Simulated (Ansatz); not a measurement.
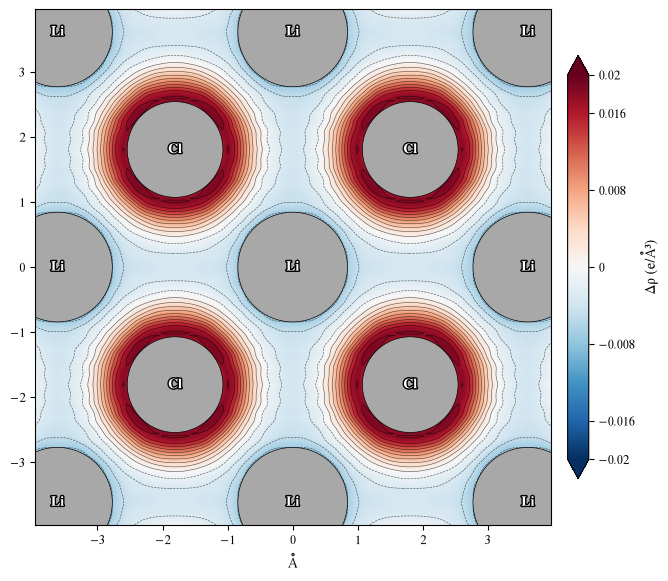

LiCl. Difference of the valence pseudo-densities of two functionals at the same geometry, on the (110) plane of the calculation cell: one of LDA and r2SCAN less the other.

Both computed with Ansatz (plane waves, PAW), on the same k-point mesh. Grey discs cover the atomic cores.

```
Li Cl
1.0
     0.00000    2.55603    2.55603
     2.55603    0.00000    2.55603
     2.55603    2.55603    0.00000
Li Cl
1 1
Direct
  0.00000 0.00000 0.00000
  0.50000 0.50000 0.50000
```

**Which was subtracted from which, and what does the map show?**

It is r2SCAN less LDA. Against LDA, r2SCAN gives less density around Li (−0.005 e/Å³ on average at 1.0 Å from the nucleus) and more density around Cl (+0.017 e/Å³ on average at 0.9 Å from the nucleus).
